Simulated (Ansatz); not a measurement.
## Single-point calculation, with input and output: C

C (P6₃mc, 12 atoms in the cell), computed with DFT LDA, scalar-relativistic, plane waves, PAW, PAW set soft_1, no spin polarisation (Ansatz 0.2.0).

The structure derives from a Materials Project entry. Figures and captions count atoms from 1; the log counts them from 0 in places.

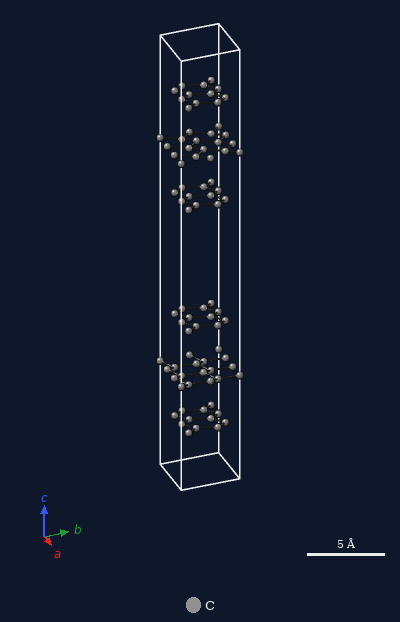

Fig. 1: The structure (ball-and-stick view of the 3 × 2 repeat of the cell, with the vacuum cut short, seen slightly off an axis). Near neighbours in the crystal (not all of them lie inside the picture): C has 3 C at 1.45 to 1.46 Å.

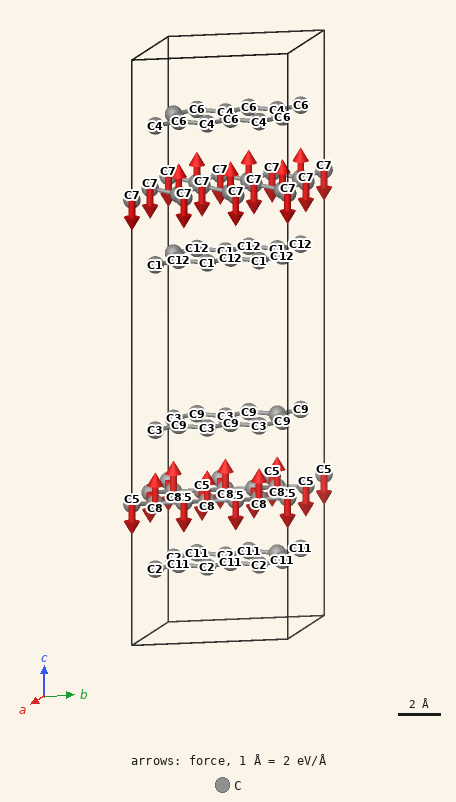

Fig. 2: Forces on the atoms as red arrows (ball-and-stick view of the 2 × 3 repeat of the cell, with the vacuum cut short, seen slightly off an axis; atoms are numbered from 1 in the order of the input); the smallest are left out. The largest act on C8, C10 (3.05 eV/Å); C5, C7 (3.03 eV/Å). The geometry is not a stationary point of this energy.

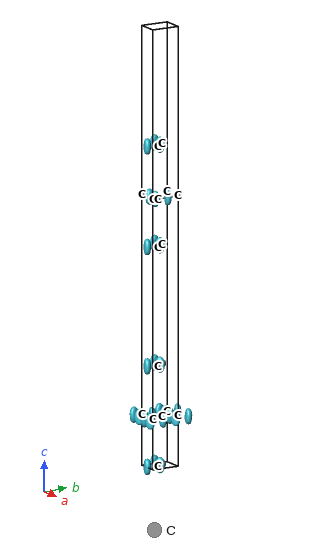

Fig. 3: Isosurface of the electron localisation function at 0.85 (cyan), seen slightly off an axis. Only the valence region is drawn (cores and ρ < 0.01 e/Å³ removed). Sticks mark near contacts. The outline is the cell set on symmetry axes. Values along the shortest contacts: Core electrons are frozen (PAW), so the fields are smoothed inside the atomic spheres.

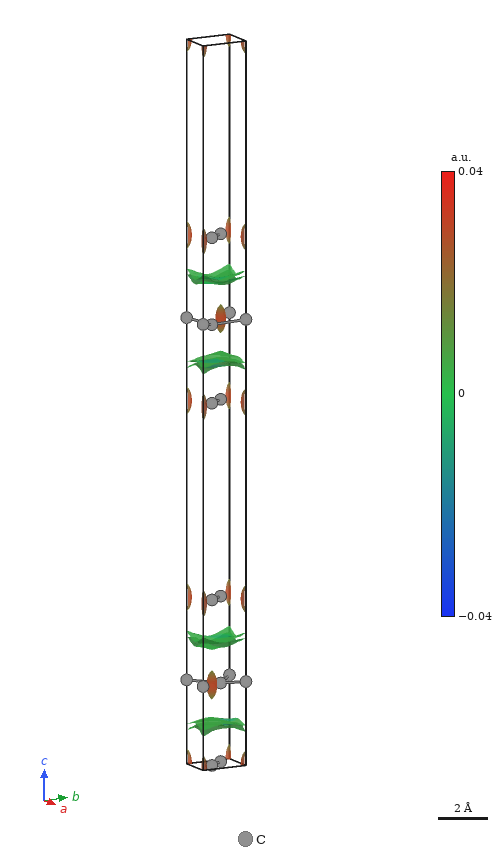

Fig. 4: Non-covalent interaction (NCI) plot: the surface where the reduced density gradient is 0.5, for densities under 0.05 a.u., coloured by sign(λ₂)ρ; seen slightly off an axis. The outline is the cell set on symmetry axes. Sheets between layers or molecules: weak, van der Waals-like contact (green) (×4)

The input that produced these results follows, with the program's output.

**Input**
```yaml
crystal:
  lattice:
    - [2.5183872601, 0.0, 0.0]
    - [-1.25919363, 2.1809873438, 0.0]
    - [0.0, 0.0, 29.966295886]
  atoms:
    - { symbol: C, position: [0.6666666667, 0.3333333333, 0.0014381788] }
    - { symbol: C, position: [0.6666666667, 0.3333333333, 0.5014563039] }
    - { symbol: C, position: [0.6666666667, 0.3333333333, 0.7298539282] }
    - { symbol: C, position: [0.6666666667, 0.3333333333, 0.2298723132] }
    - { symbol: C, position: [0.0, 0.0, 0.6156893956] }
    - { symbol: C, position: [0.3333333333, 0.6666666667, 0.2298539282] }
    - { symbol: C, position: [0.0, 0.0, 0.1156893956] }
    - { symbol: C, position: [0.6666666667, 0.3333333333, 0.6098799756] }
    - { symbol: C, position: [0.3333333333, 0.6666666667, 0.7298723132] }
    - { symbol: C, position: [0.3333333333, 0.6666666667, 0.1098799756] }
    - { symbol: C, position: [0.3333333333, 0.6666666667, 0.5014381788] }
    - { symbol: C, position: [0.3333333333, 0.6666666667, 0.0014563039] }
basis:
  ecutwfc: 520.0
kpoints:
  mp_grid: { grid: [18, 18, 2] }
hamiltonian:
  xc: lda
  pseudopotentials: { kind: paw, azcp: { folder: soft_1 } }
scf:
  occupations: { method: gaussian, width: 0.15 }
output:
  forces: true
  stress: true
  eigenvalues: true
  write_density: true
  write_potential: true
  elf: true
  volumetric_format: npy
```

Command:
```bash
ansatz run input.yaml --threads 4 --pin off --max-ram 8192MiB --backend cpu --events-out ev --progress --plain --runs-dir out
```

**The program's output**
```
Warning: [file] the record states the generating functional pbe (its physics header spells it `PBE`), which answers neither for hamiltonian.xc's functional nor for the lda family's — results may be inconsistent (PPs are generated against a specific XC)
Engine: ansatz 0.2.0, x86_64-unknown-linux-gnu
Pseudopotentials: kind: paw
Pseudopotential: C, paw, valence charge 4, recommended cutoff 420 eV (normal), [file]
Functional definition: SPW92
  exchange = slater_x
  correlation = pw_c
Crystal: 12 atoms, lattice volume = 164.592 Å³
Basis set: ecut = 520 eV, 4479 PW (Γ)
Bands: 36, of which v1, the nominal top of the filled ones, is band 24 counted from 1 (23 counted from 0)
Symmetry: 12 space group operations
Space group: P63mc (ITA 186), of the structure as read, at distance tolerance 5.5e-5 Å
k-points: 74 of 648
Non-local potential: C, projectors of the file, l = 0: 2, l = 1: 2, l = 2: 1
PAW form: soft (Blöchl's): semilocal exchange-correlation on the pseudo side does not see the compensation charge
PAW frozen core: C, regenerated for the run's functional, and the local potential with it (the file was generated under x = pbe(κ = 0.804, μ = 0.2195149727645171), c = pbe(β = 0.06672455060314922))
PAW one-centre angular grid: C, 110 points (default); XC on 64 Gauss nodes
Initial density: superposition of atomic densities (neutral atoms: chi_scale 0, normalization atom)
Initial wavefunctions: pseudopotential atomic-orbital guess
Functional: x = slater, c = lda
SCF iter   1: F=—  HF=-2920.338095 eV  |F-HF|=—  |Δ(HF+E_count)|=         —  Δρ=9.46e-2  dr2=1.27e1  ethr=3.10e-3  ⟨swp⟩=9.7  Hψ=14528  notcnv=0  defer=23
preconditioner: auto → LDOS  [metal: Δε(μ)=0.016 eV  Ē_g=15.460 eV  σ=0.150 eV  W_gap=0.06  n_scr=20 (ndim 8)  ℏωp=20.1 eV  f_vac=0.299  D(μ)=0.37/eV (n_scr^D=6)  β→1.0]
SCF iter   2: F=—  HF=-2915.748126 eV  |F-HF|=—  |Δ(HF+E_count)|=    4.59e0  Δρ=3.69e-2  dr2=2.59e0  ethr=3.10e-3  ⟨swp⟩=4.3  Hψ=7836  notcnv=0  defer=457
SCF iter   3: F=—  HF=-2914.554230 eV  |F-HF|=—  |Δ(HF+E_count)|=    1.19e0  Δρ=5.45e-3  dr2=7.35e-2  ethr=3.10e-3  ⟨swp⟩=3.2  Hψ=5691  notcnv=0  defer=451
SCF iter   4: F=—  HF=-2914.544744 eV  |F-HF|=—  |Δ(HF+E_count)|=   9.49e-3  Δρ=4.95e-3  dr2=5.86e-2  ethr=1.53e-4  ⟨swp⟩=2.3  Hψ=4838  notcnv=0  defer=451
SCF iter   5: F=—  HF=-2914.533553 eV  |F-HF|=—  |Δ(HF+E_count)|=   1.12e-2  Δρ=1.86e-3  dr2=9.15e-3  ethr=1.22e-4  ⟨swp⟩=1.9  Hψ=2989  notcnv=0  defer=449
SCF iter   6: F=—  HF=-2914.531525 eV  |F-HF|=—  |Δ(HF+E_count)|=   2.03e-3  Δρ=4.37e-4  dr2=3.99e-4  ethr=1.91e-5  ⟨swp⟩=2.1  Hψ=3248  notcnv=0  defer=449
SCF iter   7: F=—  HF=-2914.531422 eV  |F-HF|=—  |Δ(HF+E_count)|=   1.03e-4  Δρ=9.16e-5  dr2=1.86e-5  ethr=8.31e-7  ⟨swp⟩=2.4  Hψ=3625  notcnv=0  defer=449
SCF iter   8: F=—  HF=-2914.531396 eV  |F-HF|=—  |Δ(HF+E_count)|=   2.54e-5  Δρ=1.58e-5  dr2=7.48e-7  ethr=3.88e-8  ⟨swp⟩=2.0  Hψ=3951  notcnv=0  defer=449
SCF iter   9: F=-2914.531396 eV  HF=-2914.531396 eV  |F-HF|=1.37e-8  |Δ(HF+E_count)|=   9.81e-8  Δρ=6.85e-6  dr2=4.21e-8  ethr=2.08e-10  ⟨swp⟩=43.0  Hψ=31198  notcnv=0
the search or the solves at the SCF's close seem to have found levels that the self-consistency loop had missed (the run counts 1). By its estimate they hold under 1e-12 electrons; where the run keeps them, the occupations were computed again with them
SCF 1 converged in 9 iterations: F = -2914.531396 eV  dr2 = 4.21e-8
  greatest PAW one-centre occupation: 0.654 electrons in one spin orbital (limit 2), on the C atom at site 9 (counted from 0), in its partial waves of l = 0
WARN: The output density's exchange-correlation potential varies sharply where the density is thin. Do not read a vacuum level from v_tot or v_xc, or from such a field of the output density. On a cell that repeats whose density bears no net charge and no dipole along the vacuum's axis use v_es (v_loc + v_h of the components); under efield.dipole_correction with no amplitude use v_es + v_field, which holds any external_charges[].barrier, or the levels of the report's work_function block, which leave it out; under a non-zero efield.amplitude the vacuum is tilted and has no level; on a cell that repeats and bears such a dipole with no correction it is tilted too, and efield.dipole_correction with no amplitude gives each side of its ramp a level where efield: is served; in a cell that repeats whose density bears a net charge (total_charge, or a fill off its count) it is curved and has none; of a slab under crystal.periodic whose density bears no net charge use v_es, which has a level on each side, short of where the two are joined; of another it falls or rises all the way out and has none; of a slab beside external_charges read slab_vacuum_level instead, which it has where they leave it neutral. The grid or the basis barely resolves most such structure, and the values can differ between equally converged runs; as a rule a tighter scf.convergence.dr2_threshold does not remove it. Where the density itself ripples (under the LDA too) a higher basis.ecutwfc lessens it. The files hold the spikes' plane waves up to the density's cutoff. Files: v_tot_of_output_density and the like, and their columns of v_z.tsv (output.write_potential); v_xc_of_output_density and the like, and their columns of v_comp_z.tsv (output.write_potential_components). Measured: with its Gaussian average of σ = 0.25 Å subtracted twice, the exchange-correlation potential is over 0.1 eV at 507 of the grid points where the equally averaged density (valence and model cores) is under 1e-3 e/Å³, and 0.299 eV at the most among them, at an averaged density of 6.4e-5 e/Å³. The input density's (outcome.potential() and, of a run that writes arrays, v_tot and v_xc) is over 0.1 eV, so measured, at 507 points of its own thin density, 0.299 eV at the most. See output.write_potential in the manual, Limitations
SCF converged after 9 iterations
Free energy (F): -2914.531396 eV
Harris-Foulkes:  -2914.531396 eV  (|F-HF|=1.37e-8)
Internal energy: -2914.527305 eV  (E = F + TS)
E sigma→0 (E₀):  -2914.529351 eV
Entropy (-TS):   -0.004091 eV (-0.341 meV/atom)
Fermi energy:    2.632045 eV
--- Per-component energies (eV) ---
  E_band       = -293.554690
  E_kinetic    = 1035.995807
  E_local      = -7435.593734  (includes V_loc(G=0)·N_el)
  E_nonlocal   = 290.039463
  E_hartree    = 3298.879886
  E_xc         = -550.730607
  E_vxc        = -680.620900  (∫ρ·V_xc dr)
  E_paw        = -1108.839400  (= ΣΔE_a)
  E_vpaw       = -101.134118  (= ΣTr[D̂ρ^β])
  E_aug_tail   = 0.000002  (compensation charges beyond the density's cutoff)
  E_ewald      = 1554.967287
  E_core_change = 0.753990  (= ΣΔE_core)
  E_smearing   = -0.004091  (= −TS)
  E_closure    = 0.000000  (closes the sum)
  Σ components = -2914.531396   (vs F -2914.531396, Δ=0.00e0)
--- Forces (eV/Å), atoms counted from 1 ---
  atom   1  C     -0.00000000    -0.00000000    -0.00767575
  atom   2  C     -0.00000000    -0.00000000     0.01936720
  atom   3  C     -0.00000000    -0.00000000    -0.00814106
  atom   4  C     -0.00000000    -0.00000000    -0.02378824
  atom   5  C     -0.00000000    -0.00000000    -3.02961813
  atom   6  C      0.00000000     0.00000000    -0.00814106
  atom   7  C     -0.00000000     0.00000000    -3.02961813
  atom   8  C      0.00000000     0.00000000     3.04991850
  atom   9  C      0.00000000     0.00000000    -0.02378824
  atom  10  C      0.00000000    -0.00000000     3.04991850
  atom  11  C      0.00000000     0.00000000    -0.00767575
  atom  12  C      0.00000000     0.00000000     0.01936720
  max |Σ_I F_I| component: 1.25e-4 eV/Å
--- Stress (GPa, compression-positive) ---
      -22.617621      -0.000000      -0.000000
       -0.000000     -22.617621      -0.000000
       -0.000000      -0.000000      -1.325497
  P = ⅓ Tr σ = -15.5202 GPa (-155.202 kbar)
--- Band table (eV; the first three rows and the last of 74) ---
  k-point 0: bands = ["-16.2195", "-16.2195", "-16.1453", "-16.1453", "-15.9654", "-15.9654", "-5.2000", "-5.1999", "-4.5901", "-4.5898", "-3.8092", "-3.8089", "-0.4067", "-0.4067", "-0.4067", "-0.4067", "-0.3744", "-0.3744", "-0.3744", "-0.3744", "-0.0896", "-0.0896", "-0.0896", "-0.0896", "6.0788", "6.3753", "6.5149", "7.3181", "7.6148", "8.5166", "9.8811", "10.5091", "10.5091", "10.5091", "10.5091", "10.5377"]
  k-point 1: bands = ["-16.2195", "-16.2195", "-16.1453", "-16.1453", "-15.9654", "-15.9654", "-5.2000", "-5.2000", "-4.5899", "-4.5899", "-3.8090", "-3.8090", "-0.4067", "-0.4067", "-0.4067", "-0.4067", "-0.3744", "-0.3744", "-0.3744", "-0.3744", "-0.0896", "-0.0896", "-0.0896", "-0.0896", "6.1683", "6.1683", "6.8801", "6.8801", "8.1240", "8.1240", "10.3456", "10.3456", "10.5091", "10.5091", "10.5091", "10.5091"]
  k-point 2: bands = ["-16.1492", "-16.1492", "-16.0754", "-16.0754", "-15.8957", "-15.8957", "-5.1157", "-5.1156", "-4.5070", "-4.5066", "-3.7294", "-3.7291", "-0.6908", "-0.6908", "-0.6583", "-0.6583", "-0.5531", "-0.5531", "-0.5207", "-0.5207", "-0.3789", "-0.3789", "-0.2364", "-0.2364", "6.1690", "6.4694", "6.5977", "7.4087", "7.6892", "8.5889", "9.9573", "10.5361", "10.5419", "10.5593", "10.5727", "10.6067"]
  k-point 73: bands = ["-9.5888", "-9.5888", "-9.5660", "-9.5660", "-9.5401", "-9.5401", "-9.5332", "-9.5332", "-9.3867", "-9.3867", "-9.3683", "-9.3683", "-7.5009", "-7.5009", "-7.4685", "-7.4685", "-7.2231", "-7.2231", "2.1294", "2.1294", "2.6063", "2.6063", "2.6153", "2.6153", "2.6473", "2.6473", "2.6593", "2.6593", "3.1300", "3.1300", "12.4860", "12.4860", "12.6177", "12.6177", "13.1191", "13.1191"]
```

**Key numbers**

```tsv
quantity	value
outcome	converged
space group (tolerance 0.01 Å)	P6₃mc (186)
electrons treated	48
free energy	−2914.5314 eV
Fermi energy	2.632 eV
gap on the k-point mesh	0.03 eV
pressure	−15.52 GPa
largest force (length of the vector)	3.050 eV/Å
hardware	4 threads of AMD EPYC (Zen 3), 32 GiB of memory available, shared host
wall time	23 s (CPU time 88 s)
peak memory	0.78 GiB
```

**Notes**

The program warns: the PAW datasets were made with another functional; the exchange-correlation potential is rough where the density is thin.
